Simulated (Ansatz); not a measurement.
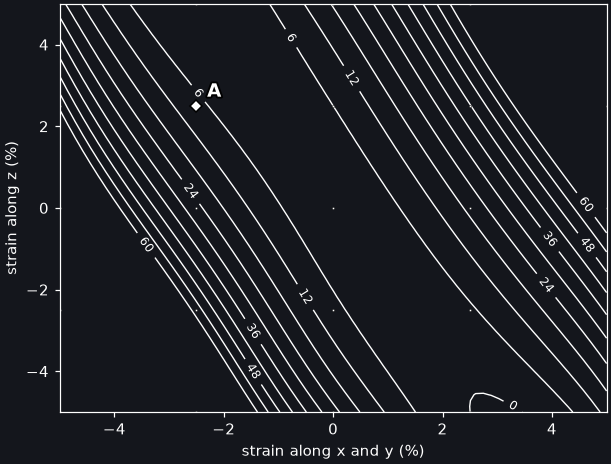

Au (Im-3m, No. 229; 1 atom in the cell). The cell is strained homogeneously, by one strain along x and y and another along z, with fractional coordinates fixed (x, y and z along the cube axes). The first coordinate is: strain along x and y; the second: strain along z. Grid: 5 × 5 points. Energies are in meV/atom, from the lowest grid point. These are results of DFT r2SCAN, scalar-relativistic, plane waves, PAW (Ansatz), not measurements. Settings: cutoff 500 eV, k-mesh 26×26×26, gaussian smearing 0.15 eV, no spin polarisation.

Drawn: contour lines labelled in meV/atom (none above 60), dots at the grid points, the point A. Between grid points the surface is interpolated.

Which way does the force act at A, and how strong is it?

A, at strain along x and y = −2.5 %, strain along z = 2.5 %, is not a stationary point. The computed force is 9.7 meV/atom for each 1 % towards larger values of strain along x and y and 4.9 meV/atom for each 1 % towards larger values of strain along z.
